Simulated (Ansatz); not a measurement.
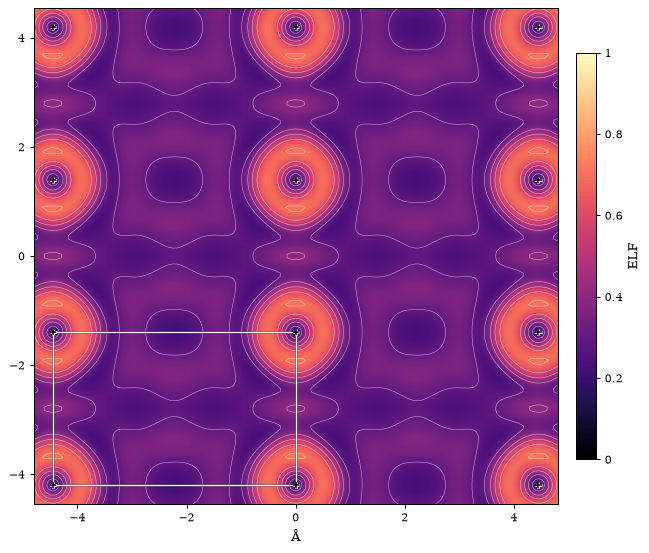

The ELF on a plane through atoms (crosses mark nuclei in the plane).

Theory: Ansatz 0.2.0, DFT, PBEsol, plane waves (420 eV) with PAW, scalar-relativistic.

Candidates:
A. Cu, a = 2.49 Å, b = 2.49 Å, c = 4.06 Å, α = 89.98°, β = 90.05°, γ = 119.98°. Space group P6₃/mmc; set up as Cu, beta-Sn type; a generated structure, not necessarily the stable one; changed on purpose from its base cell (volume × 0.96); computed pressure about 7 GPa in this cell; computed without spin polarisation.
B. Hf, a = 3.20 Å, b = 3.20 Å, c = 10.22 Å, α = 90.00°, β = 90.00°, γ = 120.00°. Space group P6₃/mmc; set up as Hf, dhcp; a generated structure, not necessarily the stable one; changed on purpose from its base cell (volume × 1.04); computed pressure about −4 GPa in this cell.
C. Os, a = 4.45 Å, b = 4.45 Å, c = 2.80 Å, α = 90.00°, β = 90.00°, γ = 120.00°. Space group P6/mmm; set up as Os, omega (AlB2-type); a generated structure, not necessarily the stable one; changed on purpose from its base cell (volume × 1.12); computed pressure about −35 GPa in this cell; computed without spin polarisation.

> Which system is this?

Candidate C: Os on the (100) plane of the conventional cell, which holds Os. Os–Os (2.80 Å): the ELF is about 0.40 at the midpoint.
